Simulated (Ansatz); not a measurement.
System: Mg₃Zn₂O₅, space group I4/mmm (No. 139), 10 atoms in the cell.

```
Mg Zn O
1.0
    -1.51536    1.51536   10.72062
     1.51536   -1.51536   10.72062
     1.51536    1.51536  -10.72062
Mg Zn O
3 2 5
Direct
  0.59956 0.59956 0.00000
  0.00000 0.00000 0.00000
  0.40044 0.40044 0.00000
  0.80031 0.80031 0.00000
  0.19969 0.19969 0.00000
  0.50000 0.50000 0.00000
  0.90157 0.90157 0.00000
  0.30115 0.30115 0.00000
  0.69885 0.69885 0.00000
  0.09843 0.09843 0.00000
```

Computed with Ansatz: DFT PBEsol, scalar-relativistic, plane waves, PAW, no spin polarisation, 12×12×12 k mesh, 420 eV cutoff.

Predict the main features of the band structure. The path is Γ–X–P–N–Γ–M–S|S0–Γ|X–R|G–M.

The material is gapped. The gap along this path is 1.97 eV and indirect, from the valence-band top between S0 and Γ to the conduction-band bottom at Γ; the smallest direct gap is 2.82 eV, at Γ. The direct gaps are 3.36 eV at M and 2.82 eV at Γ.

The structure is an invented one, so it need not be a known or stable phase. The cell is at −6 GPa in this functional.

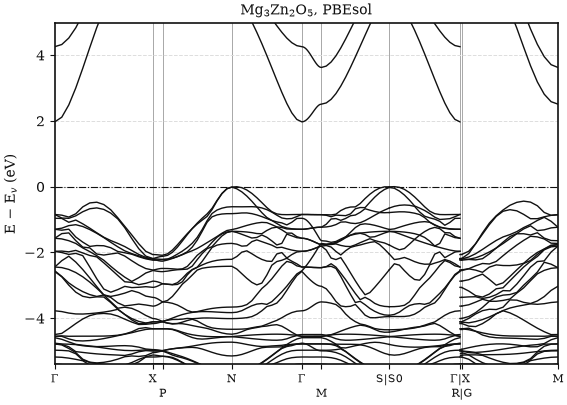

Band structure. Energies are counted from the top of the valence band.
